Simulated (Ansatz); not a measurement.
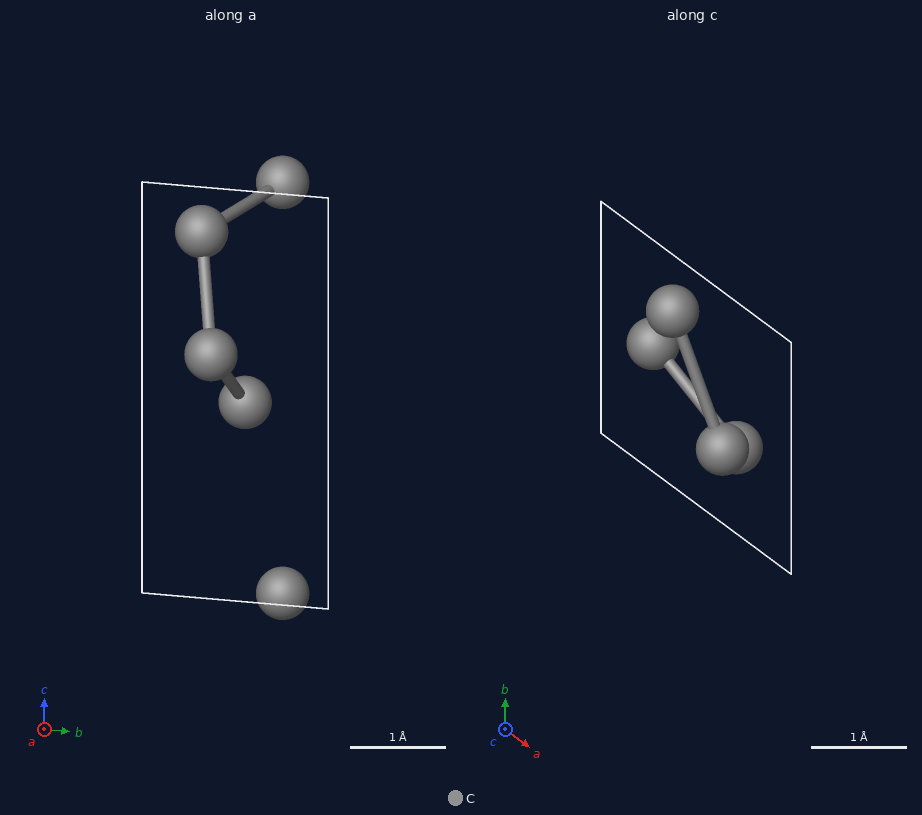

The crystal in a ball-and-stick representation, seen along the a axis and along the c axis. The simulation cell is outlined; an atom on or near a face, edge or corner is repeated at each equivalent position.

The run was set up as follows:
```yaml
crystal:
  lattice:
    - [2.4917272665, -0.1227909981, -0.0432583419]
    - [-1.3522037569, 2.0336338809, -0.0669169603]
    - [-0.0706410882, -0.1669653957, 4.3241210995]
  atoms:
    - { symbol: C, position: [0.3760699844, 0.7552476192, 0.0286041871] }
    - { symbol: C, position: [0.7108349809, 0.3704630176, 0.5944258989] }
    - { symbol: C, position: [0.2743952452, 0.5540294106, 0.4852850651] }
    - { symbol: C, position: [0.6386997894, 0.3202599527, 0.8916848489] }
basis:
  ecutwfc: 500
kpoints:
  mp_grid: { grid: [12, 12, 6] }
hamiltonian:
  xc: r2scan
scf:
  occupations: { method: gaussian, width: 0.05 }
output:
  forces: true
  stress: true
  eigenvalues: true
```
Run as:
```sh
ansatz run input.yaml --threads 2 --pin off --max-ram 5120MiB --backend cpu --events-out ev --progress --plain --runs-dir out
```

Calculation details: Ansatz 0.2.0, DFT r2SCAN, scalar-relativistic, plane waves, PAW; a plane-wave cutoff of 500 eV, k-points on a 12×12×6 grid, Gaussian smearing of 0.05 eV, no spin polarisation.

**Is it conducting or gapped at this level?**

A metal: bands cross the Fermi level.

**Which way would the volume go on relaxing?**

The computed pressure is 107.6 GPa (compressed: it would expand). The stress isn't hydrostatic: its largest component is 153.8 GPa.

Its origin is an entry, possibly a prediction, of the Crystallography Open Database. The cell was then strained or its atoms displaced on purpose. Ansatz was used for an electronic-structure calculation on it.

At this level of theory the cell isn't at rest (compressed, at 108 GPa and forces up to 11.5 eV/Å), so its distances can differ from those at equilibrium, the more so the softer the solid.
